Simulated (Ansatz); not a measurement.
# What a change does: single-point calculation on Al2O3

System: Al2O3 (10 atoms in the cell).
Method of run A: Kohn-Sham DFT of a periodic cell, BPBE, Ansatz PAW, no spin polarisation (Ansatz 0.2.0).

The structure derives from an entry of the Crystallography Open Database. Text and figures count atoms from 1; the logs count them from 0 in places.

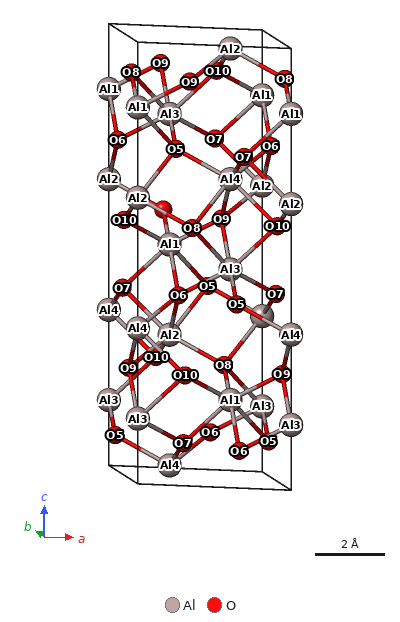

The structure as given in the input (ball-and-stick view of the cell 3 times as large as that of the calculation, set on its symmetry axes, seen slightly off an axis; atoms are numbered from 1 in the order of the input). Near neighbours in the crystal (not all of them lie inside the picture): Al has 6 O at 1.85 to 1.97 Å; O has 4 Al at 1.85 to 1.97 Å.

**Input file, run A**
```yaml
crystal:
  lattice:
    - [2.38025, 1.3742379782, 4.3318666667]
    - [-2.38025, 1.3742379782, 4.3318666667]
    - [0.0, -2.7484759565, 4.3318666667]
  atoms:
    - { symbol: Al, position: [0.85216, 0.85216, 0.85216] }
    - { symbol: Al, position: [0.64784, 0.64784, 0.64784] }
    - { symbol: Al, position: [0.14784, 0.14784, 0.14784] }
    - { symbol: Al, position: [0.35216, 0.35216, 0.35216] }
    - { symbol: O, position: [0.05668, 0.75, 0.44332] }
    - { symbol: O, position: [0.75, 0.44332, 0.05668] }
    - { symbol: O, position: [0.44332, 0.05668, 0.75] }
    - { symbol: O, position: [0.94332, 0.25, 0.55668] }
    - { symbol: O, position: [0.25, 0.55668, 0.94332] }
    - { symbol: O, position: [0.55668, 0.94332, 0.25] }
hamiltonian:
  xc: { exchange: b88, correlation: pbe }
  pseudopotentials: { kind: paw }
kpoints:
  mp_grid: { grid: [7, 7, 7] }
scf:
  occupations: { method: fermi_dirac, width: 0.05 }
output:
  forces: true
  stress: true
  eigenvalues: true
```

Command:
```bash
ansatz run input.yaml --threads 2 --pin off --max-ram 5120MiB --backend cpu --events-out ev --progress --plain --runs-dir out
```

Hardware: 2 threads of Intel Xeon (Granite Rapids), 96 GiB of memory available, shared host.

**Output, shortened to warnings, some set-up lines, iterations and results (run A)**
```
Basis set: ecut = 420 eV, 1653 PW (Γ), exchange–correlation on 72×72×72 points (8 copies of the dense FFT grid, shifted against one another)
Symmetry: 12 space group operations
k-points: 44 of 343
Initial density: superposition of atomic densities (neutral atoms: chi_scale 0, normalization atom), corrected by the library's trained network
[...]
SCF iter   1: F=—  HF=-5586.692714 eV  |F-HF|=—  |Δ(HF+E_count)|=         —  Δρ=2.88e-3  dr2=4.00e-3  ethr=1.77e-3  ⟨swp⟩=7.5  Hψ=7999  notcnv=0  defer=23
SCF iter   2: F=—  HF=-5586.692999 eV  |F-HF|=—  |Δ(HF+E_count)|=   2.85e-4  Δρ=9.10e-4  dr2=2.83e-4  ethr=8.33e-6  ⟨swp⟩=2.0  Hψ=2921  notcnv=0  defer=97
SCF iter   3: F=—  HF=-5586.693477 eV  |F-HF|=—  |Δ(HF+E_count)|=   4.78e-4  Δρ=4.59e-4  dr2=7.48e-5  ethr=5.90e-7  ⟨swp⟩=2.9  Hψ=2320  notcnv=0  defer=62
SCF iter   4: F=—  HF=-5586.693668 eV  |F-HF|=—  |Δ(HF+E_count)|=   1.91e-4  Δρ=3.77e-5  dr2=6.85e-7  ethr=1.56e-7  ⟨swp⟩=2.0  Hψ=2367  notcnv=0  defer=62
SCF iter   5: F=-5586.693669 eV  HF=-5586.693669 eV  |F-HF|=5.67e-9  |Δ(HF+E_count)|=   1.02e-6  Δρ=5.48e-6  dr2=1.34e-8  ethr=1.43e-9  ⟨swp⟩=2.0  Hψ=2366  notcnv=0  defer=62
SCF iter   6: F=-5586.693669 eV  HF=-5586.693669 eV  |F-HF|=3.73e-11  |Δ(HF+E_count)|=   8.66e-9  Δρ=8.49e-7  dr2=4.32e-10  ethr=2.80e-11  ⟨swp⟩=7.9  Hψ=5723  notcnv=0
SCF 1 converged in 6 iterations: F = -5586.693669 eV  dr2 = 4.32e-10
SCF converged after 6 iterations
Free energy (F): -5586.693669 eV
Harris-Foulkes:  -5586.693669 eV  (|F-HF|=3.73e-11)
Internal energy: -5586.693669 eV  (E = F + TS)
E sigma→0 (E₀):  -5586.693669 eV
Fermi energy:    10.905412 eV
--- Per-component energies (eV) ---
  E_band       = 65.026246
  E_kinetic    = 1185.264033
  E_local      = -1981.570065  (includes V_loc(G=0)·N_el)
  E_nonlocal   = 325.418515
  E_hartree    = 735.495202
  E_xc         = -616.204285
  E_vxc        = -699.814351  (∫ρ·V_xc dr)
  E_paw        = -2837.306959  (= ΣΔE_a)
  E_vpaw       = -235.277955  (= ΣTr[D̂ρ^β])
  E_aug_tail   = 0.015238  (compensation charges beyond the density's cutoff)
  E_ewald      = -2397.730569
  E_core_change = -0.074781  (= ΣΔE_core)
  E_smearing   = -0.000000  (= −TS)
  E_closure    = 0.000000  (closes the sum)
  Σ components = -5586.693669   (vs F -5586.693669, Δ=0.00e0)
--- Forces (eV/Å), atoms counted from 1 ---
  atom   1  Al     0.00000000     0.00000000    -0.02303823
  atom   2  Al     0.00000000    -0.00000000     0.02303823
  atom   3  Al    -0.00000000    -0.00000000     0.02303823
  atom   4  Al    -0.00000000     0.00000000    -0.02303823
  atom   5  O     -0.01496314    -0.02591692    -0.00000000
  atom   6  O     -0.01496314     0.02591692     0.00000000
  atom   7  O      0.02992628     0.00000000     0.00000000
  atom   8  O      0.01496314     0.02591692     0.00000000
  atom   9  O      0.01496314    -0.02591692    -0.00000000
  atom  10  O     -0.02992628     0.00000000     0.00000000
  max |Σ_I F_I| component: 6.36e-18 eV/Å
--- Stress (GPa, compression-positive) ---
        7.569652       0.000000      -0.000000
        0.000000       7.569652       0.000000
       -0.000000       0.000000       7.015641
  P = ⅓ Tr σ = 7.3850 GPa (73.850 kbar)
```

For run B the input was changed thus:
```diff
-  xc: { exchange: b88, correlation: pbe }
-  pseudopotentials: { kind: paw }
+  xc: pbe
+  pseudopotentials: { kind: nc }
```

Predict how the results change.

The total energies belong to different models, so their difference says nothing on which is more stable or more accurate. The pressure goes from 7.38 to 7.13 GPa. The functional changes from one typed by its parts (see the input) to PBE. The SCF takes 7 iterations against 6. The default cutoff goes from 420 to 1240 eV with the change. The plane waves at Γ go from 1653 to 8485. The two runs start from different initial densities, which also moves the count.

**Output, shortened to warnings, some set-up lines, iterations and results (run B)**
```
Basis set: ecut = 1240 eV, 8485 PW (Γ), exchange–correlation on 120×120×120 points (8 copies of the dense FFT grid, shifted against one another)
Symmetry: 12 space group operations
k-points: 44 of 343
Initial density: superposition of atomic densities (chi_scale 0.1, normalization cell, long waves kept (reshape's long-wave potential 0.00 eV rms))
[...]
SCF iter   1: F=—  HF=-3473.539205 eV  |F-HF|=—  |Δ(HF+E_count)|=         —  Δρ=1.36e-1  dr2=1.40e1  ethr=3.10e-3  ⟨swp⟩=7.6  Hψ=7985  notcnv=0  defer=15
SCF iter   2: F=—  HF=-3469.539143 eV  |F-HF|=—  |Δ(HF+E_count)|=    4.00e0  Δρ=4.33e-2  dr2=7.35e-1  ethr=3.10e-3  ⟨swp⟩=3.2  Hψ=3435  notcnv=0  defer=170
SCF iter   3: F=—  HF=-3469.518680 eV  |F-HF|=—  |Δ(HF+E_count)|=   2.05e-2  Δρ=2.21e-2  dr2=2.12e-1  ethr=1.53e-3  ⟨swp⟩=2.0  Hψ=1596  notcnv=0  defer=126
SCF iter   4: F=—  HF=-3469.539709 eV  |F-HF|=—  |Δ(HF+E_count)|=   2.10e-2  Δρ=1.56e-3  dr2=1.03e-3  ethr=4.42e-4  ⟨swp⟩=3.0  Hψ=2651  notcnv=0  defer=126
SCF iter   5: F=—  HF=-3469.541164 eV  |F-HF|=—  |Δ(HF+E_count)|=   1.46e-3  Δρ=2.17e-4  dr2=4.09e-5  ethr=2.14e-6  ⟨swp⟩=2.0  Hψ=2473  notcnv=0  defer=126
SCF iter   6: F=—  HF=-3469.541217 eV  |F-HF|=—  |Δ(HF+E_count)|=   5.25e-5  Δρ=5.44e-5  dr2=2.02e-6  ethr=8.53e-8  ⟨swp⟩=2.0  Hψ=2347  notcnv=0  defer=126
SCF iter   7: F=-3469.541219 eV  HF=-3469.541219 eV  |F-HF|=3.97e-8  |Δ(HF+E_count)|=   2.14e-6  Δρ=9.49e-6  dr2=4.72e-8  ethr=2.08e-10  ⟨swp⟩=14.6  Hψ=8914  notcnv=0
SCF 1 converged in 7 iterations: F = -3469.541219 eV  dr2 = 4.72e-8
SCF converged after 7 iterations
Free energy (F): -3469.541219 eV
Harris-Foulkes:  -3469.541219 eV  (|F-HF|=3.97e-8)
Internal energy: -3469.541219 eV  (E = F + TS)
E sigma→0 (E₀):  -3469.541219 eV
Fermi energy:    10.897793 eV
--- Per-component energies (eV) ---
  E_band       = 65.104604
  E_kinetic    = 2057.122486
  E_local      = -2088.757575  (includes V_loc(G=0)·N_el)
  E_nonlocal   = -456.457641
  E_hartree    = 740.457841
  E_xc         = -1324.175761
  E_vxc        = -927.714193  (∫ρ·V_xc dr)
  E_ewald      = -2397.730569
  E_smearing   = -0.000000  (= −TS)
  E_closure    = 0.000000  (closes the sum)
  Σ components = -3469.541219   (vs F -3469.541219, Δ=0.00e0)
--- Forces (eV/Å), atoms counted from 1 ---
  atom   1  Al     0.00000000     0.00000000    -0.04101348
  atom   2  Al     0.00000000    -0.00000000     0.04101348
  atom   3  Al    -0.00000000    -0.00000000     0.04101348
  atom   4  Al    -0.00000000     0.00000000    -0.04101348
  atom   5  O     -0.01881885    -0.03259520    -0.00000000
  atom   6  O     -0.01881885     0.03259520     0.00000000
  atom   7  O      0.03763770     0.00000000     0.00000000
  atom   8  O      0.01881885     0.03259520     0.00000000
  atom   9  O      0.01881885    -0.03259520    -0.00000000
  atom  10  O     -0.03763770     0.00000000    -0.00000000
  max |Σ_I F_I| component: 2.08e-17 eV/Å
--- Stress (GPa, compression-positive) ---
        7.351075       0.000000      -0.000000
        0.000000       7.351075       0.000000
       -0.000000       0.000000       6.681622
  P = ⅓ Tr σ = 7.1279 GPa (71.279 kbar)
```

**The two runs side by side**

| quantity | run A | run B |
| --- | --- | --- |
| outcome | converged | converged |
| free energy per atom (eV) | −558.6694 | −346.9541 |
| gap on the mesh (eV) | 6.25 | 6.24 |
| pressure (GPa) | 7.38 | 7.13 |
| largest force (eV/Å) | 0.030 | 0.041 |
| SCF iterations | 6 | 7 |
| irreducible k-points | 44 | 44 |
| plane waves at Γ | 1653 | 8485 |

For run A: Points of doubt noted for this run: forces on files of another functional. The cell is under a pressure of 7.4 GPa at this level, so it is not at its equilibrium volume. For run B: The cell is under a pressure of 7.1 GPa at this level, so it is not at its equilibrium volume.
